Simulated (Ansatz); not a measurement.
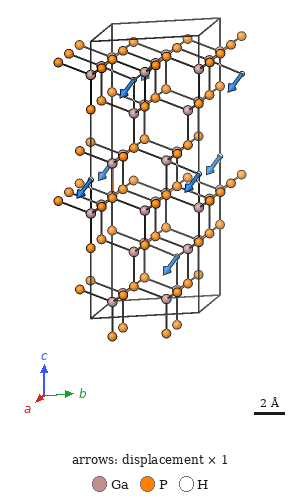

This is a relaxation of a defect cell of composition Ga8P8H. The starting structure is drawn; blue arrows show the displacements, at their true length.

A ball-and-stick model of the conventional cell (3 times the calculation's cell) (origin shifted), seen slightly off an axis. Lengths and directions refer to the drawn axes.

Case: H interstitial, charge +0, atoms relaxed.

Theory: DFT PBE, scalar-relativistic, plane waves, PAW in Ansatz.

Input file:
```yaml
crystal:
  lattice:
    - [0.0, 5.5051169748, -5.5051169748]
    - [5.5051169748, 5.5051169748, 0.0]
    - [5.5051169748, 0.0, -5.5051169748]
  atoms:
    - { symbol: Ga, position: [0.5, 0.5, 0.0] }
    - { symbol: Ga, position: [0.5, 0.0, 0.0] }
    - { symbol: Ga, position: [1.0, 0.5, 0.0] }
    - { symbol: Ga, position: [1.0, 0.0, 0.0] }
    - { symbol: Ga, position: [0.5, 0.5, 0.5] }
    - { symbol: Ga, position: [0.5, 0.0, 0.5] }
    - { symbol: Ga, position: [1.0, 0.5, 0.5] }
    - { symbol: Ga, position: [1.0, 0.0, 0.5] }
    - { symbol: P, position: [0.375, 0.375, 0.375] }
    - { symbol: P, position: [0.375, 0.875, 0.375] }
    - { symbol: P, position: [0.875, 0.375, 0.375] }
    - { symbol: P, position: [0.875, 0.875, 0.375] }
    - { symbol: P, position: [0.375, 0.375, 0.875] }
    - { symbol: P, position: [0.375, 0.875, 0.875] }
    - { symbol: P, position: [0.875, 0.375, 0.875] }
    - { symbol: P, position: [0.875, 0.875, 0.875] }
    - { symbol: H, position: [0.6368144425, 0.1218874721, 0.6213901368], spin: 1.0 }
basis:
  ecutwfc: 420
  xc_grid: 2
kpoints:
  mp_grid: { grid: [2, 2, 2], shift: [0.0, 0.0, 0.0] }
hamiltonian:
  xc: pbe
scf:
  occupations: { method: gaussian, width: 0.02 }
output:
  forces: true
  stress: false
  eigenvalues: true
  populations: true
  write_density: true
  write_potential: true
  elf: true
  volumetric_format: npy
magnetization:
  spin_polarized: true
relax:
  adjacent_minimum: "off"
  f_tol: 0.02
  max_steps: 60
```

Launched with:
```bash
ansatz run input.yaml --threads 4 --pin off --max-ram 8192MiB --backend cpu --events-out ev --progress --plain --runs-dir out
```

### Which element moves most?

Hydrogen: up to 1.86 Å, against 0.27 Å for gallium.

### What did the optimiser do to the structure, and how much energy did it gain?

After 29 accepted moves (30 points after the start) the energy has fallen by 0.452 eV per cell of the calculation. Largest force component: 0.15 eV/Å at the start, 0.0014 eV/Å at the end. The line search rejected the trial step at point 9 of the run. The forces were under the threshold at step 2, but the run went on from there. The largest move is that of H17, 1.86 Å along [2 −2 −1]. Largest moves by element: H 1.86 Å, Ga 0.27 Å, P 0.23 Å. The cell doesn't change. Among the contacts that change: P16–H17 2.708 → 1.810 Å, P11–H17 2.705 → 1.816 Å, Ga5–H17 2.405 → 2.856 Å, Ga2–H17 2.408 → 2.853 Å. Among the angles between lasting bonds that change: P11–Ga8–P16 109.5° → 92.7°, P11–Ga3–P16 109.5° → 120.1°, P13–Ga3–P15 109.5° → 101.7°. The program noted that the starting moments weren't kept. The run may lie on a higher electronic state than the lowest, so the end point isn't shown to be the ground-state structure. Cost: 8.8 min on 4 threads of Arm Neoverse V1 (shared host), peak memory 1.8 GiB.

Limits of the set-up: the k-point mesh is coarse for a cell with partly filled bands; the periodic images lie only 7.8 Å apart, so the values are limited by the cell's size.
